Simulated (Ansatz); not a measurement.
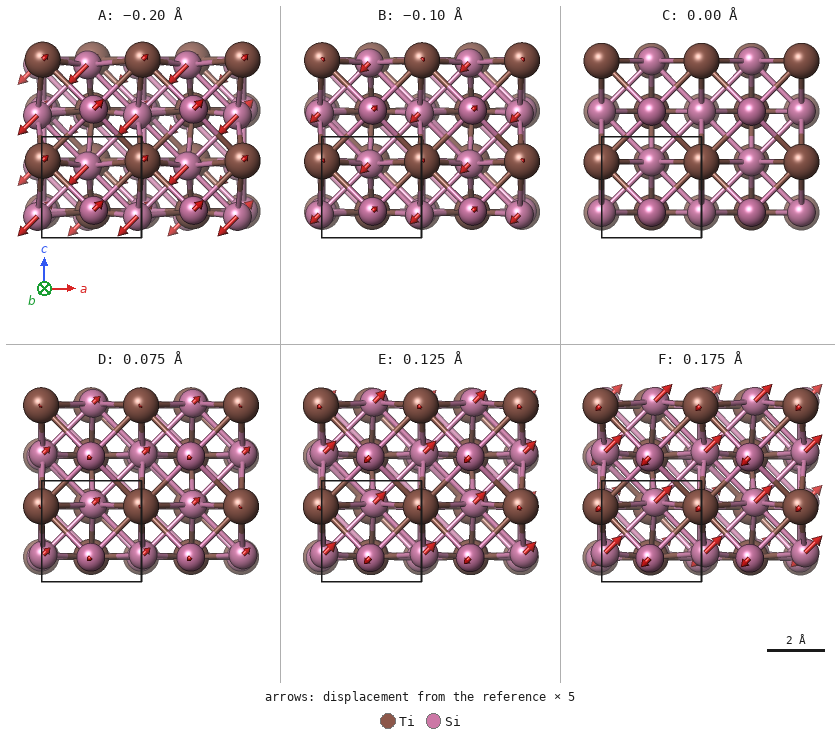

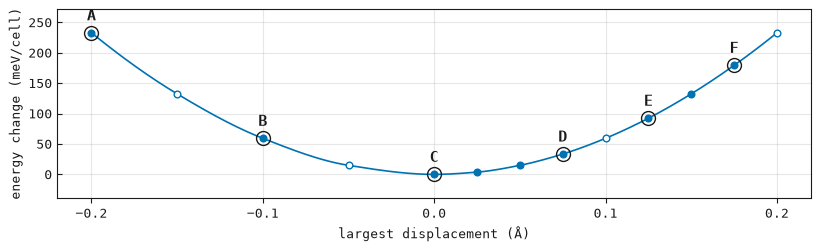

Energy scan for crystalline TiSi2 (Cmcm), in which a normal mode at the zone centre is frozen in with the cell fixed, the amplitude being the largest displacement of an atom. The lettered frames are marked on the plot. Hollow markers are points alike by symmetry, not computed again. The picture is a ball-and-stick view of the conventional cell (2 times the calculation's cell), repeated 2 × 1 × 2 with one cell outlined, seen along the b axis. Red arrows: displacements from the reference. Lengths and directions refer to the drawn axes.

These are results of Ansatz, DFT PBEsol, scalar-relativistic, plane waves, PAW, not measurements. Set-up: plane-wave cutoff 420 eV; k-point mesh 14 × 14 × 14; occupations gaussian; smearing width 0.15 eV; no spin polarisation. Energies (free energies at the smearing named) are counted from the relaxed crystal.

Q: Describe the profile.

A: The harmonic wavenumber of the mode is 203 cm⁻¹, a stable vibration. Of the computed points the lowest is at the amplitude 0.00 Å, 0.0 meV/cell. The well is symmetric. The distortion takes the space group from Cmcm to Cc.

The computed points:

```
largest displacement (Å)  energy change (meV/cell)
                  −0.200                     232.9
                  −0.150                     132.5
                  −0.100                      59.4
                  −0.050                      14.9
                   0.000                       0.0
                   0.025                       3.7
                   0.050                      14.9
                   0.075                      33.5
                   0.100                      59.4
                   0.125                      92.4
                   0.150                     132.5
                   0.175                     179.4
                   0.200                     232.9
```

Points that are alike by symmetry were computed once.
